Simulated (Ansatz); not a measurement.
Cu₅Au

```
Cu Au
1.0
     3.89738   -2.25015    0.00000
     0.00000    4.50031    0.00000
     0.00000    0.00000    4.23229
Cu Au
5 1
Direct
  0.34722 0.34722 0.50000
  0.00000 0.65278 0.50000
  0.65278 0.00000 0.50000
  0.66667 0.33333 0.00000
  0.33333 0.66667 0.00000
  0.00000 0.00000 0.00000
```

Space group P-62m; a structure from a database of computed crystals, not necessarily the ambient phase; computed without spin polarisation.

Method: Ansatz, DFT PBEsol, scalar-relativistic, plane waves, PAW.

**Predict the valence pseudo-density and electron localisation function between the atoms.**

Cu–Au (2.60 Å): ρ is about 0.38 e/Å³ halfway, with its minimum of 0.33 e/Å³ about 1.2 Å from Cu; the ELF is about 0.25 at the midpoint (no shared electron pair shows on this line).
Cu–Cu (2.60 Å): the density is about 0.26 e/Å³ at the midpoint; the ELF is about 0.20 at the midpoint: no shared electron pair shows on this line.

**Does the calculation give a band gap?**

It is metallic or semimetallic at this level of theory: no gap opens.

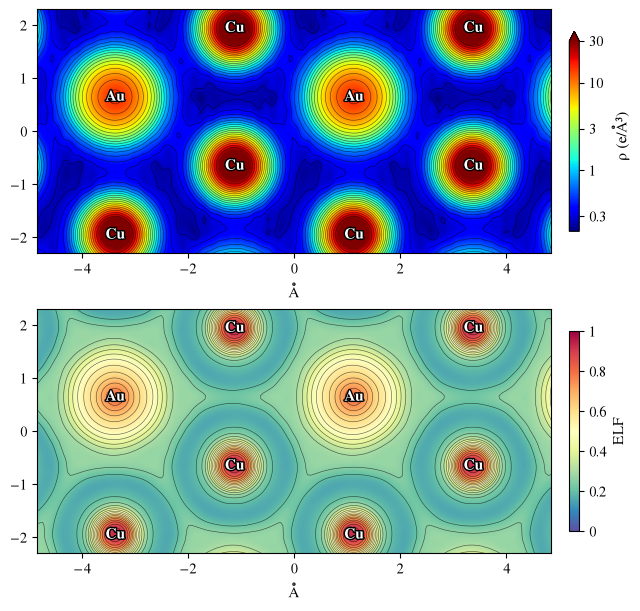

Computed valence pseudo-density and electron localisation function on the (001) plane of the conventional cell, in this order. 

Core electrons are frozen (PAW), and the valence fields are smoothed inside the atomic spheres.
